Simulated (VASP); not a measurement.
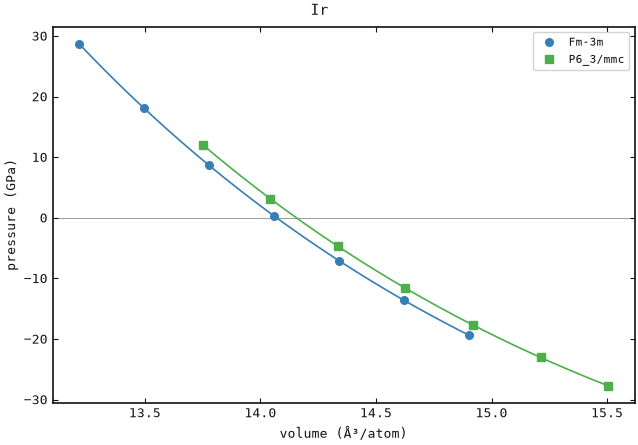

The figure shows the pressure against volume, with one curve for each structure, for Ir.

How it was computed, with VASP 6.6.1: plane-wave DFT, no spin polarisation; energies at scaled volumes of the given cell, shape and fractions fixed, counted from the fit's minimum, third-order Birch-Murnaghan fit. Level: PBEsol.

```
       setting                                 value
   occupations                           Fermi–Dirac
smearing width                               0.05 eV
    potentials  VASP PAW PBE potentials, recommended
   wave cutoff                                520 eV
```

Settings that differ: Fm-3m: k mesh 12×12×12; P6_3/mmc: k mesh 11×11×6.

Order the curves by fitted equilibrium volume, smallest first.

Fm-3m 14.072, P6_3/mmc 14.158 Å³/atom.

For Fm-3m: what does the pressure do across the range?

It falls from 28.70 GPa at volume 13.22 Å³/atom to −19.39 GPa at 14.90 Å³/atom, and changes sign near 14.07 Å³/atom.
